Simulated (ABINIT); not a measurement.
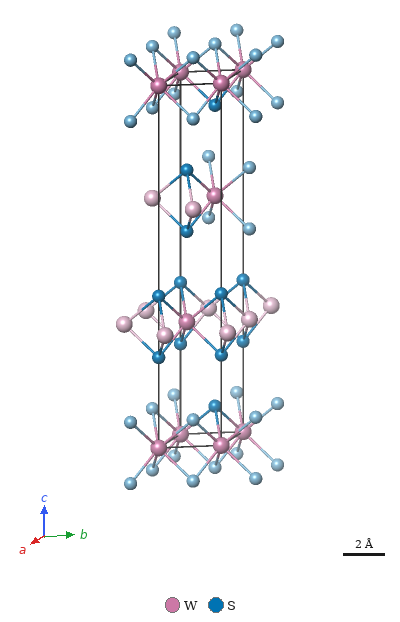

**Figure 1.** The input geometry (ball-and-stick view of the cell 3 times as large as that of the calculation, set on its symmetry axes, seen slightly off an axis; neighbours outside the cell are drawn fainter). Near neighbours in the crystal (not all of them lie inside the picture): W has 6 S at 2.39 to 2.42 Å; S has 3 W at 2.39 to 2.42 Å.

Run report: WS₂, single-point calculation

The run: single-point calculation of WS₂ (3 atoms in the cell). Method and program: Kohn-Sham DFT of a periodic cell, PBE, PseudoDojo NC SR PBE v0.4.1 standard, no spin polarisation (ABINIT 10.8.3).

The structure derives from an entry of the Crystallography Open Database.

Input:
```
# Pseudopotentials
pp_dirpath "./"
pseudos "W.upf, S.upf"

# Structure
acell 6.4273633094 6.4273633094 6.4273633094 Angstrom
rprim
     0.2456683906     0.1418367115     0.9589209504
    -0.2456683906     0.1418367115     0.9589209504
     0.0000000000    -0.2836734229     0.9589209504
ntypat 2
znucl 74 16
natom 3
typat 1 2 2
xred
     0.0000000000     0.0000000000     0.0000000000
     0.5810000000     0.5810000000     0.5810000000
     0.7503000000     0.7503000000     0.7503000000

# Plane-wave basis
ecut 30.0

# k points
kptopt 1
ngkpt 8 8 8
nshiftk 1
shiftk 0.0 0.0 0.0

# Exchange and correlation
ixc 11

# Bands and occupations
nband 17
occopt 3
tsmear 0.00183747

# SCF cycle
nstep 100
tolvrs 1.0e-10

# Output
iomode 3
prtwf 0
prtden 0
prteig 0
prtebands 0
```

Hardware: 1 thread of Arm Neoverse V1, 24 GiB of memory available, shared host.

Launched with:
```bash
abinit run.abi > log 2>&1
```

What the program printed:
```
.Version 10.8.3 of ABINIT
 Symmetries : space group R3 m (#160); Bravais hR (rhombohedral)
================================================================================
 Values of the parameters that define the memory need of the present run
     intxc =       0    ionmov =       0      iscf =       7    lmnmax =       8
     lnmax =       8     mgfft =      60  mpssoang =       4    mqgrid =    3001
     natom =       3  nloc_mem =       1    nspden =       1   nspinor =       1
    nsppol =       1      nsym =       6    n1xccc =    2501    ntypat =       2
    occopt =       3   xclevel =       2
       mpw =        2851          nfft =      216000          nkpt =          65
================================================================================
================================================================================

--------------------------------------------------------------------------------
------------- Echo of variables that govern the present computation ------------
--------------------------------------------------------------------------------
 -outvars: echo values of preprocessed input variables --------
            acell      1.2145956366E+01  1.2145956366E+01  1.2145956366E+01 Bohr
              amu      1.83850000E+02  3.20660000E+01
             ecut      3.00000000E+01 Hartree
                       outvar_i_n : Printing only first  50 k-points.
              ixc          11
                       outvar_i_n : Printing only first  50 k-points.
         kptrlatt        8    0    0      0    8    0      0    0    8
          kptrlen      4.77420409E+01
            natom           3
            nband          17
            ngfft          60      60      60
             nkpt          65
            nstep         100
             nsym           6
           ntypat           2
                       prtocc : prtvol=0, do not print more k-points.
           occopt           3
           prtden           0
        prtebands           0
           prteig           0
            prtwf           0
            rprim      2.4566839060E-01  1.4183671150E-01  9.5892095040E-01
                      -2.4566839060E-01  1.4183671150E-01  9.5892095040E-01
                       0.0000000000E+00 -2.8367342290E-01  9.5892095040E-01
          spgroup         160
           tolvrs      1.00000000E-10
           tsmear      1.83747000E-03 Hartree
            typat      1  2  2
                       outvars : Printing only first  50 k-points.
           xangst      0.0000000000E+00  0.0000000000E+00  0.0000000000E+00
                      -1.5194780938E-16  3.7342966623E-10  1.0742690000E+01
                       9.2771436933E-17  4.8224490253E-10  1.3873047000E+01
            xcart      0.0000000000E+00  0.0000000000E+00  0.0000000000E+00
                      -2.8713974516E-16  7.0567979647E-10  2.0300741955E+01
                       1.7531260811E-16  9.1131079140E-10  2.6216259361E+01
             xred      0.0000000000E+00  0.0000000000E+00  0.0000000000E+00
                       5.8100000000E-01  5.8100000000E-01  5.8100000000E-01
                       7.5030000000E-01  7.5030000000E-01  7.5030000000E-01
            znucl       74.00000   16.00000

================================================================================

 chkinp: Checking input parameters for consistency.

================================================================================
== DATASET  1 ==================================================================

--- !DatasetInfo
iteration_state: {dtset: 1, }
dimensions: {natom: 3, nkpt: 65, mband: 17, nsppol: 1, nspinor: 1, nspden: 1, mpw: 2851, }
cutoff_energies: {ecut:  30.0, pawecutdg:  -1.0, }
electrons: {nelect:   2.60000000E+01, charge:   0.00000000E+00, occopt:   3.00000000E+00, tsmear:   1.83747000E-03, }
meta: {optdriver: 0, ionmov: 0, optcell: 0, iscf: 7, paral_kgb: 0, }
...

 Exchange-correlation functional for the present dataset will be:
  GGA: Perdew-Burke-Ernzerhof functional - ixc=11
  J.P.Perdew, K.Burke, M.Ernzerhof, PRL 77, 3865 (1996)

 Real(R)+Recip(G) space primitive vectors, cartesian coordinates (Bohr,Bohr^-1):
 R(1)=  2.9838776  1.7227425 11.6470120  G(1)=  0.1675672  0.0967450  0.0286196
 R(2)= -2.9838776  1.7227425 11.6470120  G(2)= -0.1675672  0.0967450  0.0286196
 R(3)=  0.0000000 -3.4454850 11.6470120  G(3)=  0.0000000 -0.1934899  0.0286196
 Unit cell volume ucvol=  3.5922549E+02 bohr^3
 Angles (23,13,12)=  2.84426739E+01  2.84426739E+01  2.84426739E+01 degrees

 getcut: wavevector=  0.0000  0.0000  0.0000  ngfft=  60  60  60
         ecut(hartree)=     30.000   => boxcut(ratio)=   2.00448

--- Pseudopotential description ------------------------------------------------
- pspini: atom type   1  psp file is ./W.upf
12 -101130 3 -1 1396                          pspcod,pspxc,lmax,lloc,mmax
     nproj     2     2     2     2

- pspini: atom type   2  psp file is ./S.upf
12 -101130 2 -1 1146                          pspcod,pspxc,lmax,lloc,mmax
     nproj     2     2     2     0

   7.73339468E+02                                ecore*ucvol(ha*bohr**3)
--------------------------------------------------------------------------------

================================================================================

--- !BeginCycle
iteration_state: {dtset: 1, }
solver: {iscf: 7, nstep: 100, nline: 4, wfoptalg: 0, }
tolerances: {tolvrs: 1.00E-10, }
...

     iter   Etot(hartree)      deltaE(h)  residm     vres2
 ETOT  1  -97.951761618785    -9.795E+01 9.360E-02 3.037E+02
 ETOT  2  -97.961474542441    -9.713E-03 5.984E-02 1.742E+03
 ETOT  3  -98.014464269330    -5.299E-02 2.755E-02 2.041E+00
 ETOT  4  -98.014532250396    -6.798E-05 6.475E-03 4.269E+00
 ETOT  5  -98.014596789855    -6.454E-05 2.667E-03 3.949E-02
 ETOT  6  -98.014597307320    -5.175E-07 1.444E-03 5.849E-03
 ETOT  7  -98.014597405846    -9.853E-08 1.002E-03 4.061E-04
 ETOT  8  -98.014597413969    -8.123E-09 1.699E-03 7.765E-06
 ETOT  9  -98.014597414125    -1.556E-10 7.496E-04 2.456E-07
 ETOT 10  -98.014597414130    -4.945E-12 1.277E-03 5.788E-09
 ETOT 11  -98.014597414131    -9.948E-13 4.580E-04 3.092E-10
 ETOT 12  -98.014597414132    -8.669E-13 7.084E-04 2.450E-11

 At SCF step   12       vres2   =  2.45E-11 < tolvrs=  1.00E-10 =>converged.

 Cartesian components of stress tensor (hartree/bohr^3)
  sigma(1 1)= -1.46139627E-04  sigma(3 2)= -2.03240717E-13
  sigma(2 2)= -1.46139628E-04  sigma(3 1)=  0.00000000E+00
  sigma(3 3)= -1.64756922E-04  sigma(2 1)=  0.00000000E+00

--- !ResultsGS
iteration_state: {dtset: 1, }
comment   : Summary of ground state results
lattice_vectors:
- [  2.9838776,   1.7227425,  11.6470120, ]
- [ -2.9838776,   1.7227425,  11.6470120, ]
- [  0.0000000,  -3.4454850,  11.6470120, ]
lattice_lengths: [  12.14596,   12.14596,   12.14596, ]
lattice_angles: [ 28.443,  28.443,  28.443, ] # degrees, (23, 13, 12)
lattice_volume:   3.5922549E+02
convergence: {deltae: -8.669E-13, res2:  2.450E-11, residm:  7.084E-04, diffor: null, }
etotal    :  -9.80145974E+01
entropy   :   0.00000000E+00
fermie    :   3.68215581E-01
cartesian_stress_tensor: # hartree/bohr^3
- [ -1.46139627E-04,   0.00000000E+00,   0.00000000E+00, ]
- [  0.00000000E+00,  -1.46139628E-04,  -2.03240717E-13, ]
- [  0.00000000E+00,  -2.03240717E-13,  -1.64756922E-04, ]
pressure_GPa:   4.4822E+00
xred      :
- [  0.0000E+00,   0.0000E+00,   0.0000E+00,  W]
- [  5.8100E-01,   5.8100E-01,   5.8100E-01,  S]
- [  7.5030E-01,   7.5030E-01,   7.5030E-01,  S]
cartesian_forces: # hartree/bohr
- [  4.70285144E-18,   2.74224154E-18,  -1.18738727E-02, ]
- [ -4.36804744E-19,  -1.56204189E-18,   1.81964359E-03, ]
- [ -4.26604670E-18,  -1.18019966E-18,   1.00542291E-02, ]
force_length_stats: {min:   1.81964359E-03, max:   1.18738727E-02, mean:   7.91591511E-03, }
...

 Integrated electronic density in atomic spheres:
 ------------------------------------------------
 Atom  Sphere_radius  Integrated_density
    1        2.00000         10.16277657
    2        2.00000          3.96302737
    3        2.00000          3.98675345
================================================================================

 ----iterations are completed or convergence reached----

 Mean square residual over all n,k,spin=   92.679E-08; max=  70.844E-05
 reduced coordinates (array xred) for    3 atoms
       0.000000000000      0.000000000000      0.000000000000
       0.581000000000      0.581000000000      0.581000000000
       0.750300000000      0.750300000000      0.750300000000
 rms dE/dt=  1.0534E-01; max dE/dt=  1.3829E-01; dE/dt below (all hartree)
    1       0.138294821843      0.138294821843      0.138294821843
    2      -0.021193726639     -0.021193726639     -0.021193726639
    3      -0.117102042898     -0.117102042898     -0.117102042898

 cartesian coordinates (angstrom) at end:
    1      0.00000000000000     0.00000000000000     0.00000000000000
    2     -0.00000000000000     0.00000000037343    10.74268999979538
    3      0.00000000000000     0.00000000048224    13.87304699973575

 cartesian forces (hartree/bohr) at end:
    1      0.00000000000000     0.00000000000000    -0.01187387267002
    2     -0.00000000000000    -0.00000000000000     0.00181964358754
    3     -0.00000000000000    -0.00000000000000     0.01005422908248
 frms,max,avg= 5.2216162E-03 1.1873873E-02   0.000E+00  0.000E+00  2.712E-08 h/b

 cartesian forces (eV/Angstrom) at end:
    1      0.00000000000000     0.00000000000000    -0.61057908205705
    2     -0.00000000000000    -0.00000000000000     0.09356983540474
    3     -0.00000000000000    -0.00000000000000     0.51700924665231
 frms,max,avg= 2.6850630E-01 6.1057908E-01   0.000E+00  0.000E+00  1.395E-06 e/A
 length scales= 12.145956366474 12.145956366474 12.145956366474 bohr
              =  6.427363309400  6.427363309400  6.427363309400 angstroms
 Fermi (or HOMO) energy (hartree) =   0.36822   Average Vxc (hartree)=  -0.40984
 Eigenvalues (hartree) for nkpt=  65  k points:
 kpt#   1, nband= 17, wtk=  0.00195, kpt=  0.0000  0.0000  0.0000 (reduced coord)
  -2.39472   -1.08133   -1.07469   -1.07469   -0.22711   -0.15388    0.06741    0.21885
   0.21885    0.26468    0.26468    0.29100    0.30511    0.42944    0.42944    0.44200
   0.44200
      occupation numbers for kpt#   1
   2.00000    2.00000    2.00000    2.00000    2.00000    2.00000    2.00000    2.00000
   2.00000    2.00000    2.00000    2.00000    2.00000    0.00000    0.00000    0.00000
   0.00000
 prteigrs : prtvol=0 or 1, do not print more k-points.

--- !EnergyTerms
iteration_state     : {dtset: 1, }
comment             : Components of total free energy in Hartree
kinetic             :  2.81531308433622E+01
hartree             :  2.57552243390294E+01
xc                  : -2.29778626196671E+01
Ewald energy        : -5.99631140339432E+01
psp_core            :  2.15279677175239E+00
local_psp           : -8.67286366943174E+01
non_local_psp       :  1.55938639886363E+01
internal            : -9.80145974051473E+01
'-kT*entropy'       : -8.98448919572796E-09
total_energy        : -9.80145974141318E+01
total_energy_eV     : -2.66711306798027E+03
band_energy         : -9.03034894224440E+00
...

 Cartesian components of stress tensor (hartree/bohr^3)
  sigma(1 1)= -1.46139627E-04  sigma(3 2)= -2.03240717E-13
  sigma(2 2)= -1.46139628E-04  sigma(3 1)=  0.00000000E+00
  sigma(3 3)= -1.64756922E-04  sigma(2 1)=  0.00000000E+00

-Cartesian components of stress tensor (GPa)         [Pressure=  4.4822E+00 GPa]
- sigma(1 1)= -4.29957625E+00  sigma(3 2)= -5.97954835E-09
- sigma(2 2)= -4.29957631E+00  sigma(3 1)=  0.00000000E+00
- sigma(3 3)= -4.84731599E+00  sigma(2 1)=  0.00000000E+00

== END DATASET(S) ==============================================================
================================================================================

 -outvars: echo values of variables after computation  --------
            acell      1.2145956366E+01  1.2145956366E+01  1.2145956366E+01 Bohr
           etotal     -9.8014597414E+01
            fcart      4.7028514412E-18  2.7422415431E-18 -1.1873872670E-02
                      -4.3680474414E-19 -1.5620418881E-18  1.8196435875E-03
                      -4.2660466971E-18 -1.1801996550E-18  1.0054229082E-02
            rprim      2.4566839060E-01  1.4183671150E-01  9.5892095040E-01
                      -2.4566839060E-01  1.4183671150E-01  9.5892095040E-01
                       0.0000000000E+00 -2.8367342290E-01  9.5892095040E-01
           strten     -1.4613962653E-04 -1.4613962837E-04 -1.6475692189E-04
                      -2.0324071729E-13  0.0000000000E+00  0.0000000000E+00
           xangst      0.0000000000E+00  0.0000000000E+00  0.0000000000E+00
                      -1.5194780938E-16  3.7342966623E-10  1.0742690000E+01
                       9.2771436933E-17  4.8224490253E-10  1.3873047000E+01
             xred      0.0000000000E+00  0.0000000000E+00  0.0000000000E+00
                       5.8100000000E-01  5.8100000000E-01  5.8100000000E-01
                       7.5030000000E-01  7.5030000000E-01  7.5030000000E-01
 Calculation completed.
```

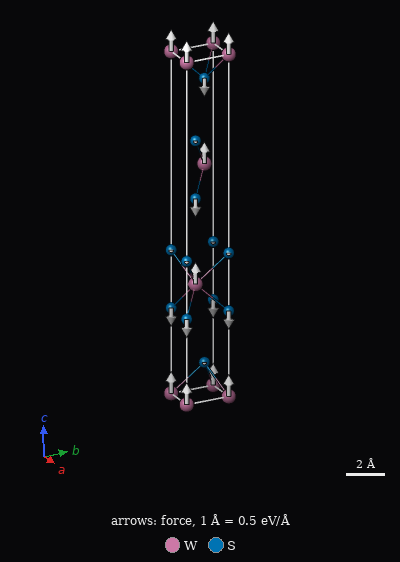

**Figure 2.** Forces on the atoms as white arrows (ball-and-stick view of the cell 3 times as large as that of the calculation, set on its symmetry axes, seen slightly off an axis). The largest act on W1 (0.61 eV/Å); S3 (0.52 eV/Å). Atoms are counted from 1 in the order of the input and aren't labelled in the picture. The geometry is not a stationary point of this energy.

Summary:

```json
{"quantity": "outcome", "value": "converged"}
{"quantity": "space group (tolerance 0.01 Å)", "value": "R3m (160)"}
{"quantity": "electrons treated", "value": "26"}
{"quantity": "free energy", "value": "−2667.1131 eV"}
{"quantity": "Fermi energy", "value": "10.020 eV"}
{"quantity": "gap on the k-point mesh", "value": "1.17 eV"}
{"quantity": "pressure", "value": "4.48 GPa"}
{"quantity": "largest force (length of the vector)", "value": "0.611 eV/Å"}
{"quantity": "wall time", "value": "5.1 min"}
{"quantity": "peak memory", "value": "0.17 GiB"}
```

Notes:

Spin–orbit coupling is left out, which matters for W.
